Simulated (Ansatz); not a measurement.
Consider this structure.

```
K Br
1.0
     2.31701   -4.01492    0.00080
    -4.63856   -0.00263    0.00308
     0.00846    0.00742  -12.75795
K Br
3 3
Cartesian
  0.0000 0.0000 0.0000
  -2.3288 -3.8895 -8.4849
  -2.2566 -3.7886 -4.1526
  -2.2049 -1.1972 -10.5894
  -2.2464 -1.2770 -6.1670
  -2.2890 -1.2274 -1.9017
```

**Summarise the structure in words.**

The solid is KBr. Its symmetry is the lowest possible, P1. It is a distorted form of a primitive hexagonal structure, space group P-6m2 (No. 187) within 0.45 Å: tungsten carbide (WC) type. The cell has 6 atoms, namely 3 K, 3 Br. About every K there are six Br in a distorted trigonal prismatic arrangement at 3.22 to 3.62 Å. Br sits among six K in a distorted trigonal prismatic arrangement at 3.22 to 3.62 Å. The bonds build a three-dimensional framework.

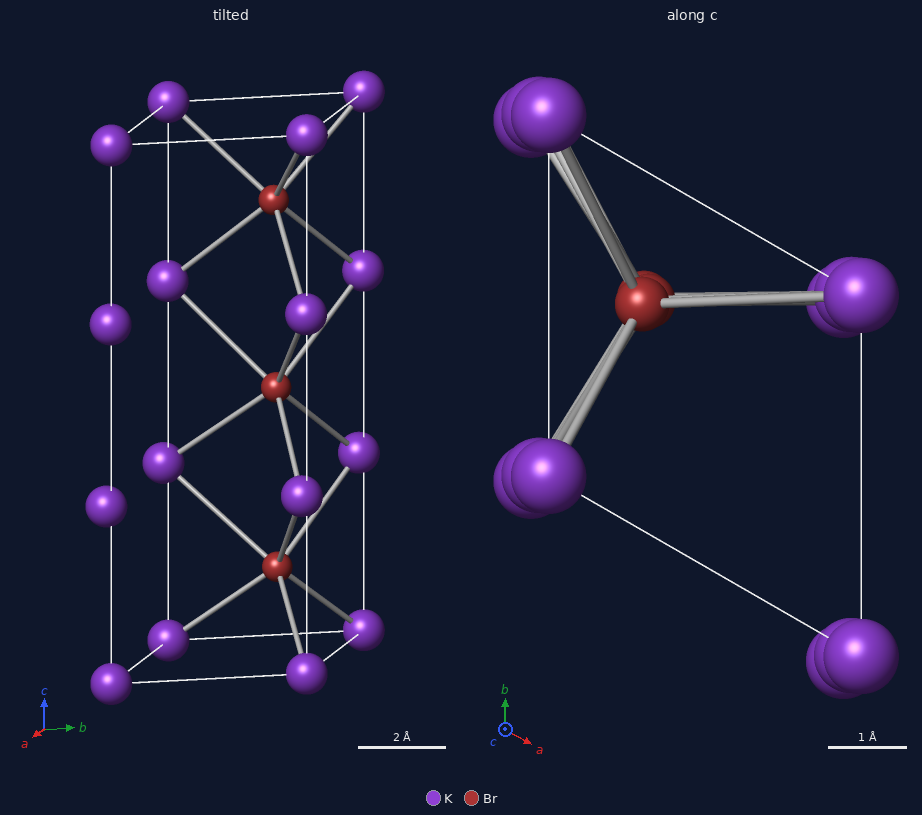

The image is a ball-and-stick drawing of a crystal, viewed slightly off an axis and along the c axis. Thin lines show the unit cell, with boundary atoms drawn in all their periodic places. Colours: potassium purple, bromine brown.

The model is a known structure type with the cell strained and the atoms shaken on purpose; its atoms and cell weren't optimised. It was run through Ansatz as a DFT input.
